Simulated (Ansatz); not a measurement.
**Geometry relaxation of Al**

The run: geometry relaxation of Al (slab, 12 atoms in the cell). Method and program: DFT PBE+D3(BJ), scalar-relativistic, plane waves, PAW, no spin polarisation (Ansatz 0.2.0).

The structure derives from an entry of the Crystallography Open Database. The input holds or restrains some coordinates. Forces given for the steps count only the free coordinates. It belongs to a series of runs on one base structure; here: clean slab, lower planes held. Figures and captions count atoms from 1; the log counts them from 0 in places.

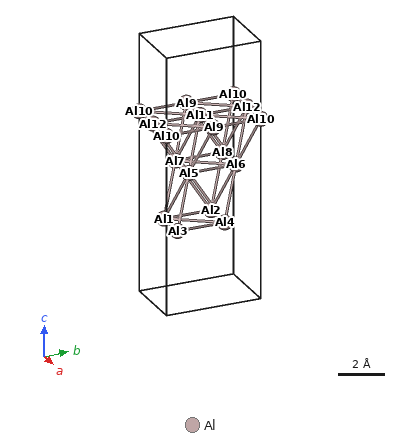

**Figure 1.** The input geometry (ball-and-stick view of the cell of the calculation, with the vacuum cut short, seen slightly off an axis; atoms are numbered from 1 in the order of the input). An atom can appear more than once, as a periodic image.

### Input file
```yaml
crystal:
  lattice:
    - [5.6324246428, 0.0, 0.0]
    - [-2.8162123214, 4.8778228256, 0.0]
    - [0.0, 0.0, 20.5988554632]
  atoms:
    - { symbol: Al, position: [0.3333333333, 0.1666666667, 0.3883710925] }
    - { symbol: Al, position: [0.3333333333, 0.6666666667, 0.3883710925] }
    - { symbol: Al, position: [0.8333333333, 0.1666666667, 0.3883710925] }
    - { symbol: Al, position: [0.8333333333, 0.6666666667, 0.3883710925] }
    - { symbol: Al, position: [0.6666666667, 0.3333333333, 0.5] }
    - { symbol: Al, position: [0.6666666667, 0.8333333333, 0.5] }
    - { symbol: Al, position: [0.1666666667, 0.3333333333, 0.5] }
    - { symbol: Al, position: [0.1666666667, 0.8333333333, 0.5] }
    - { symbol: Al, position: [0.0, 0.5, 0.6116289075] }
    - { symbol: Al, position: [0.0, 0.0, 0.6116289075] }
    - { symbol: Al, position: [0.5, 0.5, 0.6116289075] }
    - { symbol: Al, position: [0.5, 0.0, 0.6116289075] }
basis:
  ecutwfc: 420
kpoints:
  mp_grid: { grid: [4, 4, 1] }
hamiltonian:
  xc: pbe
  dispersion: d3bj
scf:
  occupations: { method: gaussian, width: 0.1 }
output:
  forces: true
  eigenvalues: true
  write_density: true
  write_potential: true
  elf: true
  volumetric_format: npy
relax:
  adjacent_minimum: "off"
  f_tol: 0.03
  max_steps: 70
  constraints: [{ sites: [0, 1, 2, 3] }]
efield:
  axis: 3
  dipole_correction: true
  ramp_width: 0.04
```

Hardware: 2 threads of Arm Neoverse V1, 24 GiB of memory available, shared host.

Run as:
```bash
ansatz run input.yaml --threads 2 --pin off --max-ram 5120MiB --backend cpu --events-out ev --progress --plain --runs-dir out
```

### What the program printed
```
Engine: ansatz 0.2.0, aarch64-unknown-linux-gnu
Pseudopotentials: kind: paw
Pseudopotential: Al, paw, valence charge 3, recommended cutoff 420 eV (normal), Al.paw.azcp
Functional definition: PBE
  parameter kappa = 0.804
  parameter beta = 0.06672455060314922
  exchange = pbe_x(kappa = kappa, mu = beta*pi^2/3)
  correlation = pbe_c(beta = beta)
Crystal: 12 atoms, lattice volume = 565.932 Å³
Basis set: ecut = 420 eV, 11097 PW (Γ), exchange–correlation on 80×80×288 points (8 copies of the dense FFT grid, shifted against one another)
Bands: 30, of which v1, the nominal top of the filled ones, is band 18 counted from 1 (17 counted from 0)
Symmetry: 24 space group operations
k-points: 4 of 16 (time reversal used)
Non-local potential: Al, projectors of the file, l = 0: 2, l = 1: 2, l = 2: 1
PAW form: soft (Blöchl's): semilocal exchange-correlation on the pseudo side does not see the compensation charge
PAW one-centre angular grid: Al, 110 points (default); XC on 64 Gauss nodes
Initial density: superposition of atomic densities (neutral atoms: chi_scale 0, normalization atom), corrected by the library's trained network
Initial wavefunctions: pseudopotential atomic-orbital guess
Functional: x = pbe(κ = 0.804, μ = 0.2195149727645171), c = pbe(β = 0.06672455060314922)
SCF iter   1: F=—  HF=-6450.332689 eV  |F-HF|=—  |Δ(HF+E_count)|=         —  Δρ=2.41e-3  dr2=3.53e-1  ethr=1.77e-3  p=0.000 e·Å  D=1.64e-14 V/Å  ΔV_dip=-0.00 eV  dr2_dipole=1.74e-6  V_vac-E_F(+/−)=3.97/3.97 eV  ⟨swp⟩=13.5  Hψ=807  notcnv=0
efield: sawtooth ramp at fractional position 0.9800 (placed from the atoms, in the widest stretch of the axis that holds none; the zero of the levels goes with the place), width 0.0400; the density the first Hamiltonian is built on has a dipole p = 0.000 e·Å; the dipole correction subtracts the counter field D = 1.64e-14 V/Å, which shifts the + side's vacuum level by -0.00 eV against the − side's; the planar-averaged density in the ramp window peaks in size at 1.1e-5 e/Å³
preconditioner: auto → LDOS  [insulator: Δε(μ)=0.268 eV  Ē_g=6.298 eV  σ=0.100 eV  W_gap=0.67  n_scr=52 (ndim 8)  ℏωp=9.4 eV  f_vac=0.529  D(μ)=3.89/eV (n_scr^D=6)  ε∞_Penn≈3.2  β→1.0]
SCF iter   2: F=—  HF=-6450.300487 eV  |F-HF|=—  |Δ(HF+E_count)|=   3.22e-2  Δρ=2.08e-3  dr2=1.20e-1  ethr=9.81e-4  p=0.000 e·Å  D=2.35e-5 V/Å  ΔV_dip=-0.00 eV  dr2_dipole=2.87e-6  V_vac-E_F(+/−)=3.88/3.88 eV  ⟨swp⟩=3.2  Hψ=243  notcnv=0  defer=17
SCF iter   3: F=—  HF=-6450.280843 eV  |F-HF|=—  |Δ(HF+E_count)|=   1.96e-2  Δρ=3.61e-4  dr2=6.50e-3  ethr=3.35e-4  p=-0.000 e·Å  D=-1.99e-5 V/Å  ΔV_dip=0.00 eV  dr2_dipole=1.03e-6  V_vac-E_F(+/−)=3.89/3.89 eV  ⟨swp⟩=2.5  Hψ=162  notcnv=0  defer=17
SCF iter   4: F=—  HF=-6450.280433 eV  |F-HF|=—  |Δ(HF+E_count)|=   4.09e-4  Δρ=7.13e-5  dr2=6.64e-5  ethr=1.81e-5  p=0.000 e·Å  D=6.16e-6 V/Å  ΔV_dip=-0.00 eV  dr2_dipole=6.72e-6  V_vac-E_F(+/−)=3.85/3.85 eV  ⟨swp⟩=2.2  Hψ=200  notcnv=0  defer=17
SCF iter   5: F=—  HF=-6450.280460 eV  |F-HF|=—  |Δ(HF+E_count)|=   2.65e-5  Δρ=3.15e-5  dr2=6.04e-5  ethr=1.84e-7  p=-0.000 e·Å  D=-6.86e-6 V/Å  ΔV_dip=0.00 eV  dr2_dipole=1.16e-5  V_vac-E_F(+/−)=3.85/3.85 eV  ⟨swp⟩=2.5  Hψ=173  notcnv=0  defer=17
SCF iter   6: F=-6450.280455 eV  HF=-6450.280458 eV  |F-HF|=3.03e-6  |Δ(HF+E_count)|=   2.07e-6  Δρ=1.08e-5  dr2=4.98e-6  ethr=6.25e-8  p=0.000 e·Å  D=5.54e-6 V/Å  ΔV_dip=-0.00 eV  dr2_dipole=3.08e-7  V_vac-E_F(+/−)=3.85/3.85 eV  ⟨swp⟩=21.2  Hψ=1361  notcnv=0
SCF 1 converged in 6 iterations: F = -6450.280455 eV  dr2 = 4.98e-6
  greatest PAW one-centre occupation: 0.464 electrons in one spin orbital (limit 2), on the Al atom at site 3 (counted from 0), in its partial waves of l = 0
relax step   1: F+E_penalty+E_count = -6450.28045480 eV  Δ(F+E_penalty+E_count) = +0.000e0 eV  max|allowed force component| = 2.419e-2 eV/Å  Δτ_max = 0.0000 Å  (6 SCF iters, dr2 threshold 2.25e-5 eV, accepted)
Initial density: handed on by an earlier stage of this run
Initial wavefunctions: those handed on with the density
iter 1 solved again at ethr=1.36e-8 eV; its pass at ethr=3.10e-3 eV (dr2=4.91e-6 eV) is discarded
SCF iter   1: F=—  HF=-6450.280293 eV  |F-HF|=—  |Δ(HF+E_count)|=         —  Δρ=1.12e-5  dr2=4.92e-6  ethr=1.36e-8  p=0.000 e·Å  D=5.54e-6 V/Å  ΔV_dip=-0.00 eV  dr2_dipole=2.16e-7  V_vac-E_F(+/−)=3.85/3.85 eV  ⟨swp⟩=1.0  Hψ=336  notcnv=0
efield: sawtooth ramp at fractional position 0.9800 (handed on by an earlier solve), width 0.0400; the density the first Hamiltonian is built on has a dipole p = 0.000 e·Å; the dipole correction subtracts the counter field D = 5.54e-6 V/Å, which shifts the + side's vacuum level by -0.00 eV against the − side's; the planar-averaged density in the ramp window peaks in size at 9.5e-8 e/Å³
preconditioner: auto → LDOS  [insulator: Δε(μ)=0.189 eV  Ē_g=6.260 eV  σ=0.100 eV  W_gap=0.64  n_scr=52 (ndim 8)  ℏωp=9.4 eV  f_vac=0.534  D(μ)=4.27/eV (n_scr^D=6)  ε∞_Penn≈3.2  β→1.0]
SCF iter   2: F=—  HF=-6450.280458 eV  |F-HF|=—  |Δ(HF+E_count)|=   1.65e-4  Δρ=8.31e-6  dr2=3.06e-6  ethr=1.36e-8  p=-0.000 e·Å  D=-1.55e-6 V/Å  ΔV_dip=0.00 eV  dr2_dipole=5.23e-7  V_vac-E_F(+/−)=3.85/3.85 eV  ⟨swp⟩=2.8  Hψ=174  notcnv=0
SCF iter   3: F=—  HF=-6450.280459 eV  |F-HF|=—  |Δ(HF+E_count)|=   2.16e-7  Δρ=2.76e-6  dr2=4.18e-7  ethr=8.51e-9  p=0.000 e·Å  D=1.81e-6 V/Å  ΔV_dip=-0.00 eV  dr2_dipole=8.21e-8  V_vac-E_F(+/−)=3.85/3.85 eV  ⟨swp⟩=2.2  Hψ=158  notcnv=0
SCF iter   4: F=-6450.280459 eV  HF=-6450.280459 eV  |F-HF|=3.31e-9  |Δ(HF+E_count)|=   3.22e-8  Δρ=8.29e-7  dr2=1.89e-8  ethr=2.78e-10  p=0.000 e·Å  D=5.19e-7 V/Å  ΔV_dip=-0.00 eV  dr2_dipole=4.75e-11  V_vac-E_F(+/−)=3.85/3.85 eV  ⟨swp⟩=12.2  Hψ=898  notcnv=0
SCF 2 converged in 4 iterations: F = -6450.280459 eV  dr2 = 1.89e-8
  greatest PAW one-centre occupation: 0.464 electrons in one spin orbital (limit 2), on the Al atom at site 11 (counted from 0), in its partial waves of l = 0
relax step   2: F+E_penalty+E_count = -6450.28045865 eV  Δ(F+E_penalty+E_count) = -3.843e-6 eV  max|allowed force component| = 2.428e-2 eV/Å  Δτ_max = 0.0000 Å  (4 SCF iters, accepted)
```

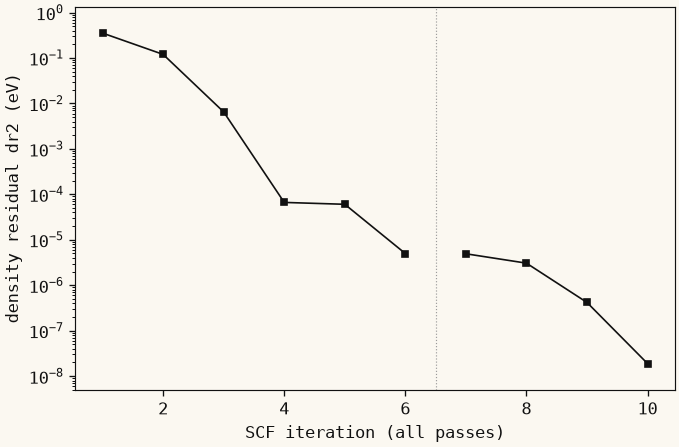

**Figure 2.** Convergence of the self-consistent field: density residual dr2 against the SCF iteration. The dotted lines part the SCF passes of the relaxation: geometry steps, rejected trials and re-solves on a re-selected basis. The passes take 6 and 4 iterations.

```
WARN: The output density's exchange-correlation potential varies sharply where the density is thin. Do not read a vacuum level from v_tot or v_xc, or from such a field of the output density. On a cell that repeats whose density bears no net charge and no dipole along the vacuum's axis use v_es (v_loc + v_h of the components); under efield.dipole_correction with no amplitude use v_es + v_field, which holds any external_charges[].barrier, or the levels of the report's work_function block, which leave it out; under a non-zero efield.amplitude the vacuum is tilted and has no level; on a cell that repeats and bears such a dipole with no correction it is tilted too, and efield.dipole_correction with no amplitude gives each side of its ramp a level where efield: is served; in a cell that repeats whose density bears a net charge (total_charge, or a fill off its count) it is curved and has none; of a slab under crystal.periodic whose density bears no net charge use v_es, which has a level on each side, short of where the two are joined; of another it falls or rises all the way out and has none; of a slab beside external_charges read slab_vacuum_level instead, which it has where they leave it neutral. The grid or the basis barely resolves most such structure, and the values can differ between equally converged runs; as a rule a tighter scf.convergence.dr2_threshold does not remove it. Where the density itself ripples (under the LDA too) a higher basis.ecutwfc lessens it. The files hold the spikes' plane waves up to the density's cutoff. Files: v_tot_of_output_density and the like, and their columns of v_z.tsv (output.write_potential); v_xc_of_output_density and the like, and their columns of v_comp_z.tsv (output.write_potential_components). Measured: with its Gaussian average of σ = 0.25 Å subtracted twice, the exchange-correlation potential is over 0.1 eV at 36 of the grid points where the equally averaged density (valence and model cores) is under 1e-3 e/Å³, and 0.130 eV at the most among them, at an averaged density of 6.3e-8 e/Å³. See output.write_potential in the manual, Limitations
SCF converged after 4 iterations
Free energy (F): -6450.280459 eV
Harris-Foulkes:  -6450.280459 eV  (|F-HF|=3.31e-9)
Internal energy: -6450.259111 eV  (E = F + TS)
E sigma→0 (E₀):  -6450.269785 eV
Entropy (-TS):   -0.021348 eV (-1.779 meV/atom)
Fermi energy:    0.318055 eV
Dipole field:    D = -0.000005 V/Å  (p = -0.000016 e·Å, saw-weighted, corrected)
Work function:   Φ+ = 3.8465 eV   Φ− = 3.8464 eV
Levels:          The Fermi level and band energies are counted from a zero that moves with the ramp; work functions are not
--- Per-component energies (eV) ---
  E_band       = -140.572882
  E_kinetic    = 265.642561
  E_local      = -6428.487488  (includes V_loc(G=0)·N_el)
  E_nonlocal   = 126.854695
  E_hartree    = 3139.961749
  E_xc         = -471.514698
  E_vxc        = -340.162649  (∫ρ·V_xc dr)
  E_paw        = -5608.425539  (= ΣΔE_a)
  E_vpaw       = -44.332458  (= ΣTr[D̂ρ^β])
  E_aug_tail   = -0.000025  (compensation charges beyond the density's cutoff)
  E_efield     = 0.000000  (sawtooth field / dipole correction)
  E_vefield    = 0.000000  (∫n·V_field dr)
  E_ewald      = 2528.556562
  E_disp       = -2.846926  (pairwise vdW)
  E_smearing   = -0.021348  (= −TS)
  E_closure    = 0.000000  (closes the sum)
  Σ components = -6450.280459   (vs F -6450.280459, Δ=0.00e0)
--- Forces (eV/Å), atoms counted from 1 ---
  atom   1  Al    -0.00000000     0.00000000     0.02428182
  atom   2  Al    -0.00000000     0.00000000     0.02428182
  atom   3  Al    -0.00000000     0.00000000     0.02428182
  atom   4  Al    -0.00000000     0.00000000     0.02428182
  atom   5  Al     0.00000000     0.00000000     0.00000140
  atom   6  Al     0.00000000     0.00000000     0.00000140
  atom   7  Al     0.00000000     0.00000000     0.00000140
  atom   8  Al     0.00000000     0.00000000     0.00000140
  atom   9  Al     0.00000000    -0.00000000    -0.02428186
  atom  10  Al     0.00000000    -0.00000000    -0.02428186
  atom  11  Al    -0.00000000    -0.00000000    -0.02428186
  atom  12  Al    -0.00000000    -0.00000000    -0.02428186
  max |Σ_I F_I| component: 5.46e-6 eV/Å
--- Band table (eV) ---
  k-point 0: bands = ["-10.4852", "-8.8073", "-6.0753", "-4.4659", "-4.4659", "-4.4659", "-4.4060", "-4.4060", "-4.4060", "-3.0927", "-3.0927", "-3.0927", "-2.9441", "-2.5042", "-2.5042", "-2.5042", "-0.1250", "-0.1250", "-0.1250", "0.1152", "0.1152", "0.1152", "0.6366", "2.8720", "2.8720", "2.8720", "2.9121", "2.9121", "2.9121", "3.1577"]
  k-point 1: bands = ["-10.0983", "-8.4235", "-7.0438", "-5.6930", "-5.5442", "-5.5442", "-5.3985", "-3.9275", "-3.9275", "-2.7528", "-2.6520", "-2.6520", "-2.5796", "-1.3255", "-1.3255", "-1.0630", "-0.6812", "-0.6812", "0.3461", "0.6000", "0.9978", "1.5793", "1.5793", "1.9147", "1.9147", "3.1839", "3.3267", "3.3267", "3.5284", "3.9793"]
  k-point 2: bands = ["-8.9445", "-8.9445", "-7.2793", "-7.2793", "-5.9168", "-5.9168", "-4.5579", "-4.5579", "-4.2871", "-4.2871", "-1.7150", "-1.7150", "-1.4909", "-1.4909", "-0.1623", "-0.1623", "0.1571", "0.1571", "1.2552", "1.2552", "1.5441", "1.5441", "1.9314", "1.9314", "2.0246", "2.0246", "3.0630", "3.0630", "4.2682", "4.2682"]
  k-point 3: bands = ["-9.3280", "-7.8007", "-7.8007", "-7.6595", "-6.1463", "-6.1463", "-4.9340", "-3.4458", "-3.4458", "-3.3717", "-3.2992", "-2.0401", "-1.8525", "-1.4083", "-0.5477", "-0.4266", "-0.4266", "0.5762", "1.0828", "1.0828", "1.4952", "1.6929", "1.8001", "2.6034", "2.6034", "3.1809", "3.1809", "3.8862", "4.0104", "4.0974"]
--- Relaxed structure (2 steps of the walk, 2 accepted, 0 SCFs on fresh bases) ---
  F+E_penalty+E_count = -6450.28045865 eV   max|allowed force component| = 2.428e-2 eV/Å
  atoms:
    - { symbol: Al, position: [0.33333333333333337, 0.16666666666666666, 0.3883710925000001] }
    - { symbol: Al, position: [0.33333333333333337, 0.6666666666666666, 0.3883710925000001] }
    - { symbol: Al, position: [0.8333333333333334, 0.16666666666666666, 0.3883710925000001] }
    - { symbol: Al, position: [0.8333333333333335, 0.6666666666666666, 0.3883710925000001] }
    - { symbol: Al, position: [0.6666666666666666, 0.33333333333333337, 0.5000000000000001] }
    - { symbol: Al, position: [0.6666666666666667, 0.8333333333333335, 0.5000000000000001] }
    - { symbol: Al, position: [0.16666666666666666, 0.33333333333333337, 0.5000000000000001] }
    - { symbol: Al, position: [0.16666666666666669, 0.8333333333333335, 0.5000000000000001] }
    - { symbol: Al, position: [0.0, 0.5, 0.6116289075] }
    - { symbol: Al, position: [0.0, 0.0, 0.6116289075] }
    - { symbol: Al, position: [0.5, 0.5, 0.6116289075] }
    - { symbol: Al, position: [0.5, 0.0, 0.6116289075] }
```

### Trajectory as extended XYZ (Å, eV, eV/Å), 2 frames, from step=1 to step=2
```
12
Lattice="5.6324 0.0000 0.0000 -2.8162 4.8778 0.0000 0.0000 0.0000 20.5989" Properties=species:S:1:pos:R:3:forces:R:3 step=1 energy=-6450.28046
Al    1.4081    0.8130    8.0000    0.0000   0.0000   0.0246
Al    0.0000    3.2519    8.0000    0.0000   0.0000   0.0246
Al    4.2243    0.8130    8.0000    0.0000   0.0000   0.0246
Al    2.8162    3.2519    8.0000    0.0000   0.0000   0.0246
Al    2.8162    1.6259   10.2994    0.0000   0.0000  -0.0005
Al    1.4081    4.0649   10.2994    0.0000   0.0000  -0.0005
Al    0.0000    1.6259   10.2994    0.0000   0.0000  -0.0005
Al   -1.4081    4.0649   10.2994    0.0000   0.0000  -0.0005
Al   -1.4081    2.4389   12.5989    0.0000   0.0000  -0.0242
Al    0.0000    0.0000   12.5989    0.0000   0.0000  -0.0242
Al    1.4081    2.4389   12.5989    0.0000   0.0000  -0.0242
Al    2.8162    0.0000   12.5989    0.0000   0.0000  -0.0242
12
Lattice="5.6324 0.0000 0.0000 -2.8162 4.8778 0.0000 0.0000 0.0000 20.5989" Properties=species:S:1:pos:R:3:forces:R:3 step=2 energy=-6450.28046
Al    1.4081    0.8130    8.0000    0.0000   0.0000   0.0243
Al    0.0000    3.2519    8.0000    0.0000   0.0000   0.0243
Al    4.2243    0.8130    8.0000    0.0000   0.0000   0.0243
Al    2.8162    3.2519    8.0000    0.0000   0.0000   0.0243
Al    2.8162    1.6259   10.2994    0.0000   0.0000   0.0000
Al    1.4081    4.0649   10.2994    0.0000   0.0000   0.0000
Al    0.0000    1.6259   10.2994    0.0000   0.0000   0.0000
Al   -1.4081    4.0649   10.2994    0.0000   0.0000   0.0000
Al   -1.4081    2.4389   12.5989    0.0000   0.0000  -0.0243
Al    0.0000    0.0000   12.5989    0.0000   0.0000  -0.0243
Al    1.4081    2.4389   12.5989    0.0000   0.0000  -0.0243
Al    2.8162    0.0000   12.5989    0.0000   0.0000  -0.0243
```

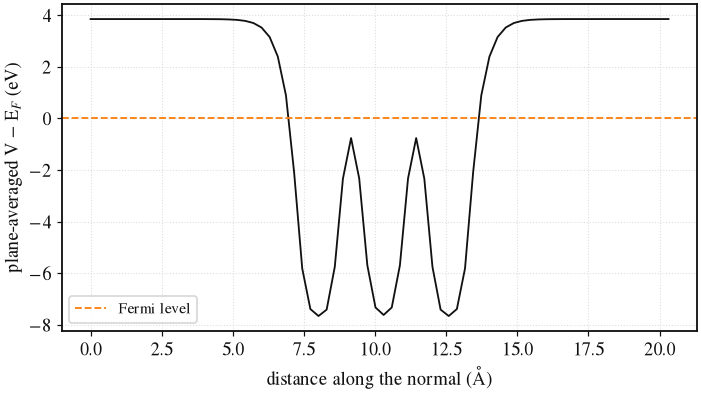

**Figure 3.** Plane average of the electrostatic potential energy of an electron across the cell, from the Fermi level. The vacuum level lies 3.85 eV above the Fermi level.

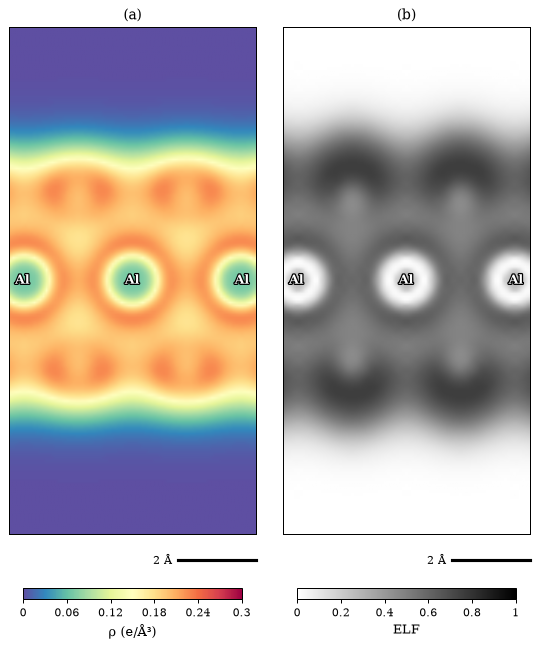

**Figure 4.** (a) valence pseudo-density; (b) electron localisation function on the (100) plane of the calculation cell, a cut from vacuum to vacuum. The section cuts through Al sites. Al–Al (2.82 Å): the density is about 0.21 e/Å³ at the midpoint; the ELF is about 0.60 at the midpoint, as expected for nearly free electrons, as in a simple metal. The density dies away to nearly zero in the vacuum. The fields are those of the smooth PAW valence density.

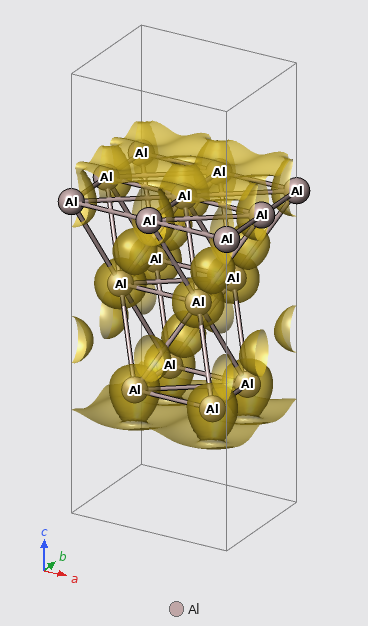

**Figure 5.** Isosurface of the valence pseudo-density at 0.15 e/Å³ (yellow), seen slightly off an axis. Sticks mark near contacts. At this value the density is joined into sheets; it holds about 80 % of the electrons treated as valence. On the grid the lowest density along these lines, outside the cores, is 0.21 e/Å³ (Al–Al, 2.82 Å).

### Key numbers

- outcome: converged under the restraints of the input
- electrons treated: 36
- free energy: −6450.2805 eV
- work function, top face: 3.85 eV
- work function, bottom face: 3.85 eV
- Fermi energy: 0.318 eV
- gap on the k-point mesh: none (metallic)
- final volume: 565.93 Å³
- work function (upper face): 3.85 eV
- largest force (length of the vector) at the end, held atoms and coordinates included: 0.024 eV/Å
- wall time: 6.4 s (CPU time 12 s)
- peak memory: 0.59 GiB

### Remarks

The program warns: the exchange-correlation potential is rough where the density is thin.
